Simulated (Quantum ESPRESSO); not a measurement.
# BP (F-43m): from the cell to the phonon bands, part 2 of 5

How does BP (F-43m) vibrate, and is this structure a minimum?

Quantum ESPRESSO 7.5; DFT PBE, scalar-relativistic, plane waves, PseudoDojo norm-conserving pseudopotentials.

So far. Step 2 (A first look): A gap of 1.3 eV opens on this mesh, so the crystal is taken as an insulator; the start stands at 1.1 GPa. Step 4 (Ground state): The cell stands at 0.002 GPa, close enough for phonons.

**5. Phonons on a q mesh**

Linear response treats each wavevector in the unit cell, with no supercell; the 4×4×4 mesh fixes the range of the force constants to be had.

ph.in reads:

```
phonons
&inputph
   prefix = 'x'
   outdir = './tmp'
   fildyn = 'x.dyn'
   tr2_ph = 1.0d-18
   epsil = .true.
   ldisp = .true.
   nq1 = 4
   nq2 = 4
   nq3 = 4
/
```

Command:

```console
$ OMP_NUM_THREADS=1 mpirun -n 4 ph.x -nk 4 -in ph.in > ph.out
```

Numbers of over 12 decimals in the logs are rounded to 6 here.

The program printed:

```text
[banners, grids, parts of the stress and lines that vanish by symmetry left out]
[banner, memory and clock lines left out]
Program PHONON v.7.5

[...]
Exchange-correlation= PBE
                           (   1   4   3   4   0   0   0)
[...]
(   8 q-points):
[...]
kinetic-energy cut-off    =      84.0000  Ry
     charge density cut-off    =     336.0000  Ry
     convergence threshold     =      1.0E-18
[...]
Exchange-correlation= PBE
                           (   1   4   3   4   0   0   0)
[...]
q = (   0.0000000   0.0000000   0.0000000 )
     25 Sym.Ops. (with q -> -q+G )
     G cutoff =  628.4621  (  16529 G-vectors)     FFT grid: ( 36, 36, 36)
     number of k points=    72
[...]
Mode symmetry, T_d (-43m)  point group:
[...]
Dielectric constant
[...]
End of electric fields calculation
          Dielectric constant in cartesian axis
          (       9.144424345      -0.000000000       0.000000000 )
          (      -0.000000000       9.144424345      -0.000000000 )
          (       0.000000000       0.000000000       9.144424345 )
          Effective charges (d Force / dE) in cartesian axis without acoustic sum rule applied (asr)
           atom    1  B     Mean Z*:       -0.50235
      Ex  (       -0.50235        0.00000        0.00000 )
      Ey  (        0.00000       -0.50235       -0.00000 )
      Ez  (        0.00000       -0.00000       -0.50235 )
           atom    2  P     Mean Z*:        0.49894
      Ex  (        0.49894       -0.00000        0.00000 )
      Ey  (       -0.00000        0.49894        0.00000 )
      Ez  (        0.00000        0.00000        0.49894 )
          Effective charges Sum: Mean:       -0.00342
[...]
Effective charges (d Force / dE) in cartesian axis with asr applied:
           atom    1  B     Mean Z*:       -0.50064
[...]
atom    2  P     Mean Z*:        0.50064
[...]
Representation #   1 modes #   1   2   3
[...]
End of self-consistent calculation
     Convergence has been achieved
     Representation #   2 modes #   4   5   6
[...]
End of self-consistent calculation
     Convergence has been achieved
[...]
Dielectric constant in cartesian axis
          (       9.144424345      -0.000000000       0.000000000 )
          (      -0.000000000       9.144424345      -0.000000000 )
          (       0.000000000       0.000000000       9.144424345 )
          Effective charges (d Force / dE) in cartesian axis without acoustic sum rule applied (asr)
           atom    1  B     Mean Z*:       -0.50235
      Ex  (       -0.50235        0.00000        0.00000 )
      Ey  (        0.00000       -0.50235       -0.00000 )
      Ez  (        0.00000       -0.00000       -0.50235 )
           atom    2  P     Mean Z*:        0.49894
      Ex  (        0.49894       -0.00000        0.00000 )
      Ey  (       -0.00000        0.49894        0.00000 )
      Ez  (        0.00000        0.00000        0.49894 )
          Effective charges Sum: Mean:       -0.00342
[...]
Effective charges (d Force / dE) in cartesian axis with asr applied:
           atom    1  B     Mean Z*:       -0.50064
[...]
atom    2  P     Mean Z*:        0.50064
[...]
Effective charges (d P / du) in cartesian axis
[...]
q = (    0.000000000   0.000000000   0.000000000 )
[...]
freq (    1) =      -0.025054 [THz] =      -0.835716 [cm-1]
     freq (    2) =      -0.025054 [THz] =      -0.835716 [cm-1]
     freq (    3) =      -0.025054 [THz] =      -0.835716 [cm-1]
     freq (    4) =      23.981881 [THz] =     799.949457 [cm-1]
     freq (    5) =      23.981881 [THz] =     799.949457 [cm-1]
     freq (    6) =      23.981881 [THz] =     799.949457 [cm-1]
[...]
Mode symmetry, T_d (-43m)  point group:
     freq (   1-   3) =         -0.8  [cm-1]   --> T_2  G_15 P_4   I+R
     freq (   4-   6) =        799.9  [cm-1]   --> T_2  G_15 P_4   I+R
[...]
Mode symmetry, C_3v (3m)   point group:
[...]
Representation #   1 mode #   1
[...]
End of self-consistent calculation
     Convergence has been achieved
     Representation #   2 mode #   2
[...]
End of self-consistent calculation
     Convergence has been achieved
     Representation #   3 modes #   3   4
[...]
Convergence has been achieved
     Representation #   4 modes #   5   6
[...]
Convergence has been achieved
[...]
q = (   -0.250000000   0.250000000  -0.250000000 )
[...]
freq (    1) =       5.344931 [THz] =     178.287720 [cm-1]
     freq (    2) =       5.344931 [THz] =     178.287720 [cm-1]
     freq (    3) =      10.301616 [THz] =     343.624906 [cm-1]
     freq (    4) =      23.134095 [THz] =     771.670342 [cm-1]
     freq (    5) =      23.134095 [THz] =     771.670342 [cm-1]
     freq (    6) =      23.580999 [THz] =     786.577466 [cm-1]
[...]
Mode symmetry, C_3v (3m)   point group:
     freq (   1-   2) =        178.3  [cm-1]   --> E    L_3
     freq (   3-   3) =        343.6  [cm-1]   --> A_1  L_1
     freq (   4-   5) =        771.7  [cm-1]   --> E    L_3
     freq (   6-   6) =        786.6  [cm-1]   --> A_1  L_1
[...]
Mode symmetry, C_3v (3m)   point group:
[...]
Representation #   1 mode #   1
[...]
Convergence has been achieved
     Representation #   2 mode #   2
[...]
Convergence has been achieved
     Representation #   3 modes #   3   4
[...]
Convergence has been achieved
     Representation #   4 modes #   5   6
[...]
Convergence has been achieved
[...]
q = (    0.500000000  -0.500000000   0.500000000 )
[...]
freq (    1) =       6.744697 [THz] =     224.978889 [cm-1]
     freq (    2) =       6.744697 [THz] =     224.978889 [cm-1]
[...]
Mode symmetry, C_3v (3m)   point group:
     freq (   1-   2) =        225.0  [cm-1]   --> E    L_3
     freq (   3-   3) =        505.7  [cm-1]   --> A_1  L_1
     freq (   4-   4) =        752.2  [cm-1]   --> A_1  L_1
     freq (   5-   6) =        758.0  [cm-1]   --> E    L_3
[...]
Mode symmetry, C_2v (mm2)  point group:
[...]
Convergence has been achieved
[...]
Convergence has been achieved
[...]
Convergence has been achieved
[...]
Convergence has been achieved
[...]
q = (    0.000000000   0.500000000   0.000000000 )
[...]
Mode symmetry, C_2v (mm2)  point group:
     freq (   1-   1) =        239.1  [cm-1]   --> B_1  D_3  S_3
     freq (   2-   2) =        239.1  [cm-1]   --> B_2  D_4  S_4
     freq (   3-   3) =        360.2  [cm-1]   --> A_1  D_1  S_1
     freq (   4-   4) =        740.8  [cm-1]   --> B_1  D_3  S_3
     freq (   5-   5) =        740.8  [cm-1]   --> B_2  D_4  S_4
     freq (   6-   6) =        799.5  [cm-1]   --> A_1  D_1  S_1
[...]
Mode symmetry, C_s (m)     point group:
[...]
q = (    0.750000000  -0.250000000   0.750000000 )
[...]
Mode symmetry, C_s (m)     point group:
     freq (   1-   1) =        284.6  [cm-1]   --> A''
     freq (   2-   2) =        362.7  [cm-1]   --> A'
     freq (   3-   3) =        455.8  [cm-1]   --> A'
     freq (   4-   4) =        693.7  [cm-1]   --> A'
     freq (   5-   5) =        720.5  [cm-1]   --> A''
     freq (   6-   6) =        778.0  [cm-1]   --> A'
[...]
Mode symmetry, C_s (m)     point group:
[...]
q = (    0.500000000   0.000000000   0.500000000 )
[...]
Mode symmetry, C_s (m)     point group:
     freq (   1-   1) =        262.1  [cm-1]   --> A''
     freq (   2-   2) =        352.1  [cm-1]   --> A'
     freq (   3-   3) =        410.3  [cm-1]   --> A'
     freq (   4-   4) =        706.4  [cm-1]   --> A'
     freq (   5-   5) =        733.4  [cm-1]   --> A''
     freq (   6-   6) =        779.5  [cm-1]   --> A'
[...]
Mode symmetry, D_2d (-42m) point group:
[...]
Representation #   3 modes #   3   4
[...]
Convergence has been achieved
     Representation #   4 modes #   5   6
[...]
Convergence has been achieved
[...]
q = (    0.000000000  -1.000000000   0.000000000 )
[...]
freq (    5) =      21.044620 [THz] =     701.972954 [cm-1]
     freq (    6) =      23.414634 [THz] =     781.028116 [cm-1]
[...]
Mode symmetry, D_2d (-42m) point group:
     freq (   1-   2) =        314.0  [cm-1]   --> E    X_5  W_3
     freq (   3-   3) =        525.0  [cm-1]   --> A_1  X_1  W_1
     freq (   4-   5) =        702.0  [cm-1]   --> E    X_5  W_3
     freq (   6-   6) =        781.0  [cm-1]   --> B_2  X_3  W_2
[...]
Mode symmetry, S_4 (-4)    point group:
[...]
Convergence has been achieved
[...]
Convergence has been achieved
[...]
Convergence has been achieved
[...]
Convergence has been achieved
     Representation #   5 mode #   5
[...]
End of self-consistent calculation
     Convergence has been achieved
     Representation #   6 mode #   6
[...]
End of self-consistent calculation
     Convergence has been achieved
[...]
q = (   -0.500000000  -1.000000000   0.000000000 )
[...]
freq (    1) =      11.003810 [THz] =     367.047605 [cm-1]
     freq (    2) =      12.380515 [THz] =     412.969534 [cm-1]
     freq (    3) =      13.032873 [THz] =     434.729843 [cm-1]
     freq (    4) =      19.813956 [THz] =     660.922433 [cm-1]
     freq (    5) =      21.025119 [THz] =     701.322469 [cm-1]
     freq (    6) =      23.137045 [THz] =     771.768750 [cm-1]
[...]
Mode symmetry, S_4 (-4)    point group:
     freq (   1-   1) =        367.0  [cm-1]   --> E*   W_2
     freq (   2-   2) =        413.0  [cm-1]   --> B    W_3
     freq (   3-   3) =        434.7  [cm-1]   --> A    W_1
     freq (   4-   4) =        660.9  [cm-1]   --> E    W_4
     freq (   5-   5) =        701.3  [cm-1]   --> B    W_3
     freq (   6-   6) =        771.8  [cm-1]   --> E*   W_2
```

It took 21 min on 4 MPI ranks of AMD EPYC 9R14 (Zen 4), shared host; 82 min of CPU time.

Numbers from this step:

- miss of the charge sum rule: 0.003410 e
- largest acoustic frequency at the zone centre before the sum rule: -0.84 cm⁻¹
- highest optical zone-centre mode (no LO-TO term): 800.0 cm⁻¹
- lowest optical zone-centre mode: 800.0 cm⁻¹
- mean high-frequency dielectric constant: 9.144
- largest Born charge in size (third of the trace): 0.5024 e
- lowest mode on the q mesh (acoustic ones at the zone centre apart): 178.3 cm⁻¹

Frequencies (cm⁻¹) at each irreducible wavevector; negative means imaginary. Frequencies by wavevector:

| q (fractions) | star | mode 1 | mode 2 | mode 3 | mode 4 | mode 5 | mode 6 |
| --- | --- | --- | --- | --- | --- | --- | --- |
| 0 0 0 | 1 | -0.84 | -0.84 | -0.84 | 800 | 800 | 800 |
| 0 0 0.25 | 8 | 178.3 | 178.3 | 343.6 | 771.7 | 771.7 | 786.6 |
| 0 0 -0.5 | 4 | 225 | 225 | 505.7 | 752.2 | 758 | 758 |
| 0 0.25 0.25 | 6 | 239.1 | 239.1 | 360.2 | 740.9 | 740.9 | 799.5 |
| 0 0.25 -0.5 | 24 | 284.6 | 362.7 | 455.8 | 693.7 | 720.5 | 778 |
| 0 0.25 -0.25 | 12 | 262.1 | 352.1 | 410.4 | 706.4 | 733.4 | 779.5 |
| 0 -0.5 -0.5 | 3 | 314 | 314 | 525 | 702 | 702 | 781 |
| 0.25 -0.5 -0.25 | 6 | 367.1 | 413 | 434.7 | 660.9 | 701.3 | 771.8 |

Born charge (rows field, columns displacement), before the sum rule (e), principal values of the symmetric part by kind of site:

| atom | atoms with these values | low | middle | high | mean |
| --- | --- | --- | --- | --- | --- |
| B1 | 1 | -0.5024 | -0.5024 | -0.5024 | -0.5024 |
| P2 | 1 | 0.4989 | 0.4989 | 0.4989 | 0.4989 |

In full for B1:

```
-0.5024  0.0000  0.0000
 0.0000 -0.5024  0.0000
 0.0000  0.0000 -0.5024
```

High-frequency dielectric tensor:

```
9.14 0.00 0.00
0.00 9.14 0.00
0.00 0.00 9.14
```

The acoustic modes at Γ come out as far as 0.8 cm⁻¹ from zero, where they should vanish, a small numerical error; the Born charges miss their sum rule by 0.0034 e, which is good.

**6. Fourier transform to real space**

The dynamical matrices of the mesh are Fourier-transformed to force constants in real space, after the long-range dipole part is taken out.

q2r.in reads:

```
&input
   fildyn = 'x.dyn'
   zasr = 'simple'
   flfrc = 'x.fc'
/
```

Command:

```console
$ q2r.x < q2r.in > q2r.out
```

The program printed:

```text
[banners, grids, parts of the stress and lines that vanish by symmetry left out]
[banner, memory and clock lines left out]
Program Q2R v.7.5

  reading grid info from file x.dyn0

  reading force constants from file x.dyn1
 macroscopic fields = T
   9.14442  -0.00000   0.00000
  -0.00000   9.14442   0.00000
[...]
na=            1
[...]
na=            2
[...]
-0.00000   0.49894   0.00000
   0.00000   0.00000   0.49894
  alpha Ewald:    1.870423
  nqs=            1
 q=   0.00000000  0.00000000  0.00000000
  reading force constants from file x.dyn2
  alpha Ewald:    1.870423
  nqs=            8
 q=  -0.25000000  0.25000000 -0.25000000
[...]
reading force constants from file x.dyn7
  alpha Ewald:    1.870423
  nqs=            3
[...]
reading force constants from file x.dyn8
  alpha Ewald:    1.870423
  nqs=            6
[...]
q=   0.00000000 -0.50000000 -1.00000000
 q=   0.00000000  0.50000000 -1.00000000

      q-space grid ok, #points =   64

      fft-check success (sum of imaginary terms < 10^-12)
```

The job ended after 0.71 s (1 thread).

**7. Dispersion**

From the force constants any wavevector is cheap; points of the mesh come back as solved, but for the sum rule and, in polar crystals, the LO-TO term at Γ; the rest is interpolation.

matdyn.in reads:

```
&input
   asr = 'simple'
   flfrc = 'x.fc'
   flfrq = 'x.freq'
   flvec = 'x.modes'
   q_in_band_form = .true.
   q_in_cryst_coord = .true.
/
8
  0.0000000   0.0000000   0.0000000  12  ! GAMMA
  0.0000000   0.5000000   0.5000000  12  ! X
 -0.0000000   0.6250000   0.3750000   1  ! U
 -0.3750000   0.3750000   0.0000000  12  ! K
  0.0000000   0.0000000   0.0000000  12  ! GAMMA
 -0.0000000   0.5000000   0.0000000  12  ! L
 -0.2500000   0.5000000   0.2500000  12  ! W
  0.0000000   0.5000000   0.5000000   1  ! X
```

Command:

```console
$ matdyn.x -in matdyn.in > matdyn.out
```

The program printed:

```text
[banner, memory and clock lines left out]
Program MATDYN v.7.5

 mass for atomic type   1 not given; uses mass from file x.fc
 mass for atomic type   2 not given; uses mass from file x.fc
```

Wall time 0.65 s (1 thread).

Read from the output:

```yaml
lowest_frequency_on_the_path: 0 cm⁻¹
```

Matdyn.x, sum rule simple. The phonon branches at the labelled points (cm⁻¹):

| point | branch 1 | branch 2 | branch 3 | branch 4 | branch 5 | branch 6 |
| --- | --- | --- | --- | --- | --- | --- |
| Γ | 0 | 0 | 0 | 800 | 800 | 804 |
| X | 314 | 314 | 525 | 702 | 702 | 781 |
| U | 310 | 400 | 470 | 667 | 706 | 780 |
| jump to K | 310 | 400 | 470 | 667 | 706 | 780 |
| Γ | 0 | 0 | 0 | 800 | 800 | 804 |
| L | 225 | 225 | 506 | 752 | 758 | 758 |
| W | 367 | 413 | 435 | 661 | 701 | 772 |
| X | 314 | 314 | 525 | 702 | 702 | 781 |

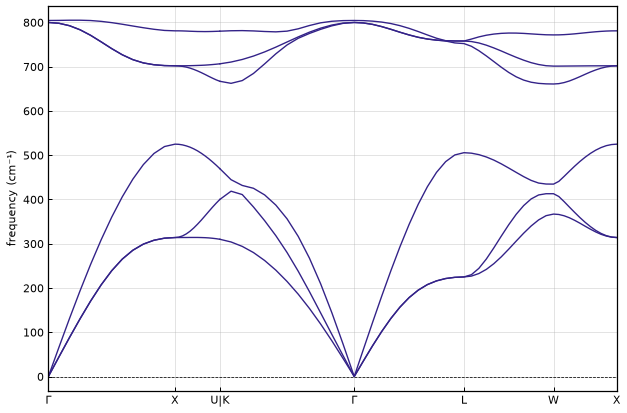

Phonon branches along the path.

All branches are real along the path.

**8. Density of states**

Sums over the zone need many more wavevectors than were solved, so the interpolation is sampled on a dense mesh.

matdyn.in reads:

```
&input
   asr = 'simple'
   flfrc = 'x.fc'
   dos = .true.
   fldos = 'x.dos'
   nk1 = 17
   nk2 = 17
   nk3 = 17
   deltaE = 1.0
/
```

Command:

```console
$ matdyn.x -in matdyn.in > matdyn.out
```

The program printed:

```text
[banner, memory and clock lines left out]
Program MATDYN v.7.5

 mass for atomic type   1 not given; uses mass from file x.fc
 mass for atomic type   2 not given; uses mass from file x.fc
```

Run time: 9 s. Hardware: 1 thread.

Read from the output:

```yaml
share_of_modes_beyond_3i_cm_minus1_on_the_dense_interpolated_mesh: 0
zero_point_energy_per_atom: 100.0 meV
heat_capacity_at_300_k: 14.81 J/(mol atoms K)
vibrational_entropy_at_300_k: 10.13 J/(mol atoms K)
```

The phonon density of states has structure finer than the step of the table below, so its rows give means over 50 cm⁻¹, whole bins alone (the curve runs from 0 to 805 cm⁻¹). Peaks (cm⁻¹: height): total 315.0: 0.0169, 455.0: 0.0147, 705.0: 0.0343, 775.0: 0.0840; B 705.0: 0.0285, 775.0: 0.0733; P 315.0: 0.0139, 455.0: 0.0138, 705.0: 0.00581, 775.0: 0.0107.

Tetrahedra. The phonon density of states by wavenumber; means over each step; values in 1/cm⁻¹/cell:

| wavenumber (cm⁻¹) | total | B | P |
| --- | --- | --- | --- |
| 50 | 1.1e-4 | 2.9e-5 | 8.3e-5 |
| 100 | 5.8e-4 | 1.5e-4 | 4.4e-4 |
| 150 | 0.00156 | 3.8e-4 | 0.00118 |
| 200 | 0.00409 | 9.5e-4 | 0.00314 |
| 250 | 0.0101 | 0.00219 | 0.00794 |
| 300 | 0.0136 | 0.00256 | 0.0110 |
| 350 | 0.00945 | 0.00148 | 0.00797 |
| 400 | 0.00662 | 8.8e-4 | 0.00575 |
| 450 | 0.0107 | 6.8e-4 | 0.01000 |
| 500 | 0.00316 | 1.0e-4 | 0.00306 |
| 550 | 0 | 0 | 0 |
| 600 | 0 | 0 | 0 |
| 650 | 0.00282 | 0.00273 | 8.3e-5 |
| 700 | 0.0188 | 0.0160 | 0.00277 |
| 750 | 0.0215 | 0.0174 | 0.00410 |

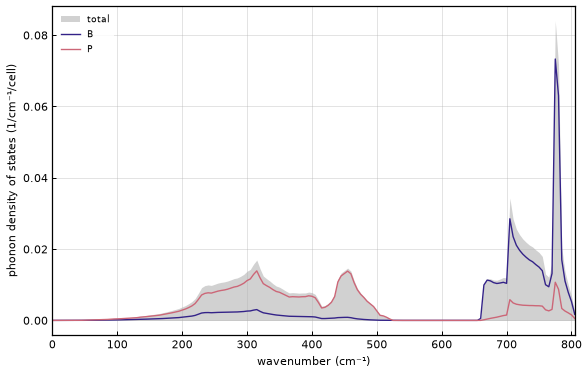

Phonon density of states, plotted against wavenumber.

Harmonic thermodynamic functions per atom, summed over the density of states scaled to three modes an atom; melting is ignored. Thermodynamic functions:

| T (K) | F_vib (meV/atom) | S (J/mol-atom/K) | C_V (J/mol-atom/K) |
| --- | --- | --- | --- |
| 0 | 100 | 0 | 0 |
| 50 | 100 | 0.1 | 0.378 |
| 100 | 99.76 | 1.049 | 2.977 |
| 200 | 96.69 | 5.178 | 9.618 |
| 300 | 88.77 | 10.13 | 14.81 |
| 400 | 75.77 | 14.88 | 18.12 |
| 500 | 58.08 | 19.16 | 20.15 |
| 600 | 36.22 | 22.96 | 21.43 |
| 700 | 10.64 | 26.33 | 22.27 |
| 800 | -18.23 | 29.34 | 22.85 |
| 900 | -50.07 | 32.06 | 23.27 |
| 1000 | -84.6 | 34.53 | 23.57 |

At 300 K the heat capacity has reached 59 % of the Dulong-Petit value.

**9. Modes with the sum rule**

A rigid shift of the crystal must cost nothing, but grids and finite bases break this; the acoustic sum rule is imposed before the matrix is diagonalised again. With Born charges the intensities follow, and the static dielectric tensor.

dynmat.in reads:

```
&input
   fildyn = 'x.dyn1'
   asr = 'simple'
   fileig = 'dynmat.eig'
   lperm = .true.
/
```

Command:

```console
$ dynmat.x -in dynmat.in > dynmat.out
```

The program printed:

```text
[banner, memory and clock lines left out]
Program DYNMAT v.7.5

     Reading Dynamical Matrix from file x.dyn1
     ...Force constants read
     ...epsilon and Z* read
     A direction for q was not specified:TO-LO splitting will be absent

     Polarizability (A^3 units)
     multiply by 0.269193 for Clausius-Mossotti correction
        15.235030   -0.000000    0.000000
        -0.000000   15.235030    0.000000
         0.000000   -0.000000   15.235030

     IR activities are in (D/A)^2/amu units

# mode   [cm-1]    [THz]      IR
    1      0.00    0.0000    0.0000
    2      0.00    0.0000    0.0000
    3      0.00    0.0000    0.0000
    4    799.95   23.9819    0.7216
    5    799.95   23.9819    0.7216
    6    799.95   23.9819    0.7216

Electronic dielectric permittivity tensor (relative, adimensional)
         9.144424   -0.000000    0.000000
        -0.000000    9.144424    0.000000
         0.000000   -0.000000    9.144424

 ... with zone-center polar mode contributions
         9.246742   -0.000000   -0.000000
        -0.000000    9.246742    0.000000
        -0.000000    0.000000    9.246742
```

Wall time 0.66 s (1 thread).

This step gave:

* mean static dielectric constant: 9.247

Unit eigenvectors of the mass-weighted matrix after the sum rule; no LO-TO term. The modes at Γ (shares of kinetic energy by element, %):

| mode | frequency (cm⁻¹) | symmetry | B % | P % |
| --- | --- | --- | --- | --- |
| 1 | 0.0 | acoustic | 26 | 74 |
| 2 | 0.0 | acoustic | 26 | 74 |
| 3 | 0.0 | acoustic | 26 | 74 |
| 4 | 800.0 | T2 | 74 | 26 |
| 5 | 800.0 | T2 | 74 | 26 |
| 6 | 800.0 | T2 | 74 | 26 |

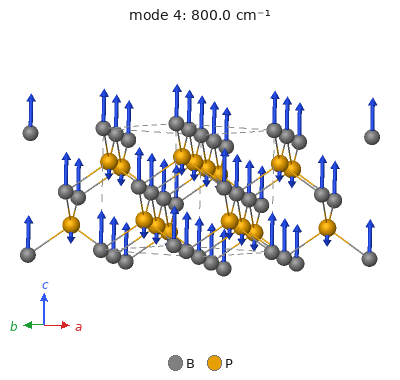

Displacement patterns of mode 4 at Γ; arrows are exaggerated. Bonds to atoms that aren't drawn are left out. 2×2×1 conventional cells are drawn. Some periodic images of atoms are drawn too.

Degenerate modes summed, no LO-TO term. Infrared lines, with heights relative to the strongest:

| position (cm⁻¹) | lines merged | label | IR intensity, relative |
| --- | --- | --- | --- |
| 800 | 3 | T2 | 100 |

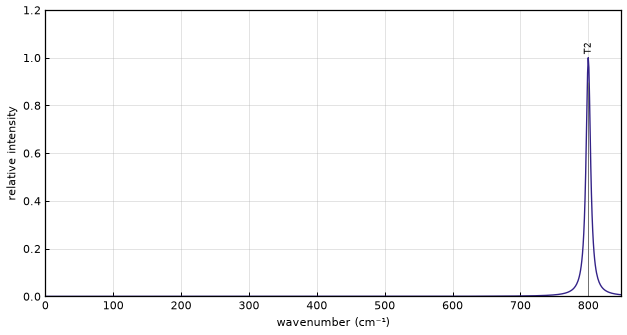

The infrared spectrum, broadened with Lorentzians of width 8 cm⁻¹; bars mark the lines.

Static dielectric tensor (ions relaxed, fixed cell):

```
9.25 0.00 0.00
0.00 9.25 0.00
0.00 0.00 9.25
```

The rule moves no optical mode by more than 0.1 cm⁻¹.

[end of part 2 of 5]

[Host names and launcher messages were left out of these logs when they were recorded.]

[Logs are printed without paths, hosts, clocks, repeated set-up lines and the standing remarks that a program may print on its own settings, such as how far it seeks lower states.]

[Hosts, paths, dates, database ids (printed as entryN), source tags and the programs' standing remarks are cut or masked in the printed files.]
